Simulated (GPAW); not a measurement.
# AlN (F-43m): refractive index against wavelength

The refractive index of AlN (F-43m) below the direct gap (4.15 eV on the mesh) is read from one computed spectrum, n = √(Re ε).

It takes space group F-43m (No. 216, cubic). Conventional cell: a = 4.368 Å, b = 4.368 Å, c = 4.368 Å, α = 90.00°, β = 90.00°, γ = 90.00°. Al on site a has 4 N at 1.89 Å as nearest neighbours. N on site d has 4 Al at 1.89 Å as nearest neighbours.

Method: GPAW 26.7.0, PBE, RPA, k-mesh 16×16×16, local fields up to 70 eV, Lorentzian half width 0.12 eV.

Launch of the response step: `OMP_NUM_THREADS=1 python df.py`. The run took 43 s, its band step included, on 1 thread of Arm Neoverse V1, with other jobs on the host.

```
wavelength (nm)  photon energy E (eV)       n
           1310                 0.946  2.0995
           1064                 1.165  2.1053
            850                 1.459  2.1153
            700                 1.771  2.1288
            633                 1.959  2.1385
            532                 2.331  2.1618
            450                 2.755       ?
```

In the single-oscillator model n² − 1 = E₀E_d/(E₀² − E²), so 1/(n² − 1) = E₀/E_d − E²/(E₀E_d) is linear in E².

Working, on the rows shown:

| x = E² (eV²) | y = 1/(n² − 1) |
| --- | --- |
| 0.895757 | 0.293436 |
| 1.35784 | 0.291351 |
| 2.12762 | 0.287812 |
| 3.13716 | 0.283143 |
| 3.83641 | 0.279863 |
| 5.43137 | 0.272229 |

Means: x̄ = 2.7977, ȳ = 0.28464. Σ(x − x̄)(y − ȳ) = -0.06667, Σ(x − x̄)² = 14.27. Slope = -0.06667 / 14.27 = -0.004672; intercept = ȳ − slope · x̄ = 0.29771. Turned back into n, the line misses the rows shown by at most 0.00033.

Task: What does the fit predict for the withheld row, and how well does it do?

Result: At x = 7.5912 the line gives y = 0.26224, that is 2.1939. The run gave 2.1964, so the extrapolation is off by 0.0025, 3 % of the range in the table.

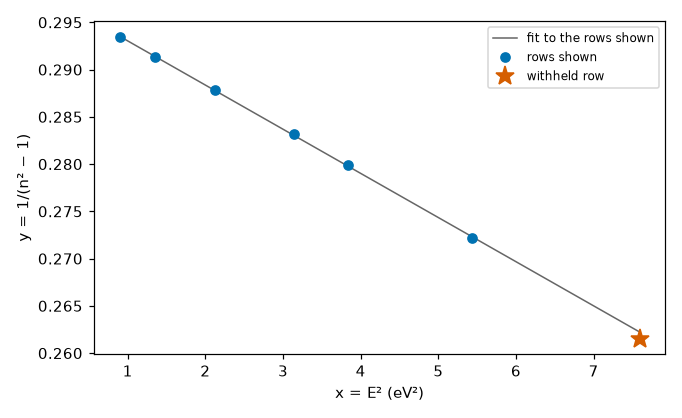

Refitted with all rows, the slope is -0.004763 and the intercept 0.29792. These give E₀ = √(intercept/−slope) = 7.91 eV and E_d = E₀/intercept = 26.5 eV; E₀ is 1.9 times the direct gap. The electronic limit at long wavelengths, without lattice vibrations, is n = √(1 + 1/intercept) = 2.087. Excitons are left out; PBE gaps are as a rule too small. The values come from a sum over the points of one k-mesh and carry its error, which grows as the direct gap shrinks. The local-field cutoff holds few shells of reciprocal vectors for this small cell, so ε∞ can read a few per cent high.

[Logs are printed without paths, hosts, clocks, repeated set-up lines and the standing remarks that a program may print on its own settings, such as how far it seeks lower states.]
